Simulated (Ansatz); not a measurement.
```
CELL_PARAMETERS angstrom
2.25826 0.00000 0.00000
0.00000 2.25826 0.00000
0.00000 0.00000 2.25826
ATOMIC_POSITIONS crystal
Mn 0.00000 0.00000 0.00000
```

Space group Pm-3m; set up as Mn, simple cubic; a generated structure, not necessarily the stable one; the program warned that a starting moment wasn't kept; spin-polarised, but the moments vanished.

Method: DFT, m-r2SCAN, plane waves (500 eV) with PAW, scalar-relativistic (Ansatz 0.2.0).

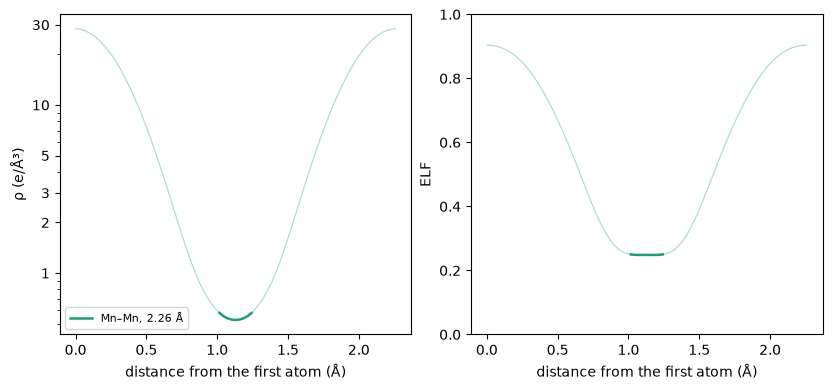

Mn. Valence charge density (pseudo) and electron localisation function along straight lines between neighbouring atoms. Thin, pale parts lie inside the atomic spheres.

Core electrons are frozen (PAW), and the valence fields are smoothed inside the atomic spheres.

> What can be read from the curves?

Mn–Mn (2.26 Å): the density is about 0.53 e/Å³ at the midpoint; the ELF is about 0.25 at the midpoint; no localised pair shows between them.
